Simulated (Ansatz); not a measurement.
Consider AlN.

Input

```
crystal:
  lattice:
    - [3.3340509224, 0.0, 0.0]
    - [-1.6670254612, 2.8873727963, 0.0]
    - [0.0, 0.0, 4.2152960135]
  atoms:
    - { symbol: Al, position: [0.6666666667, 0.3333333333, 0.25] }
    - { symbol: Al, position: [0.3333333333, 0.6666666667, 0.75] }
    - { symbol: "N", position: [0.6666666667, 0.3333333333, 0.75] }
    - { symbol: "N", position: [0.3333333333, 0.6666666667, 0.25] }
hamiltonian:
  xc: pbesol
  pseudopotentials: { kind: paw }
kpoints:
  mp_grid: { grid: [9, 9, 7] }
scf:
  occupations: { method: fermi_dirac, width: 0.05 }
output:
  forces: true
  stress: true
  eigenvalues: true
  write_density: true
  write_potential: true
  elf: true
  volumetric_format: npy
```

Run with:

```sh
ansatz run input.yaml --threads 2 --pin off --max-ram 5632MiB --backend cpu --events-out ev --progress --plain --runs-dir out
```

Below, planes, directions and counts refer to the conventional cell (a = 3.33 Å, b = 3.33 Å, c = 4.22 Å, α = 90.00°, β = 90.00°, γ = 120.00°).

Space group P6₃/mmc; a structure from a database of computed crystals, not necessarily the ambient phase; computed pressure about −7 GPa in this cell.

Computed with Kohn-Sham DFT of a periodic cell, PBEsol, Ansatz PAW (Ansatz).

> Predict the valence pseudo-density and electron localisation function between the atoms.

Al–N (1.92 Å): ρ is about 0.64 e/Å³ halfway; the ELF peaks at about 0.90 in the valence shell of N, 0.8 Å from its nucleus, and is about 0.85 at the midpoint.

> Does the calculation make it a metal, or give it a gap?

It is gapped, with a Kohn–Sham gap of 3.0 eV on the k-point mesh (the band edges may lie off the mesh, which would make the gap smaller).

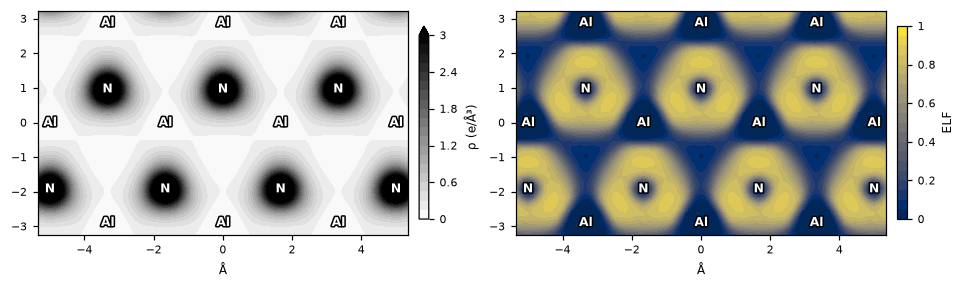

Computed valence pseudo-density and electron localisation function on the (001) plane of the conventional cell, in this order. 
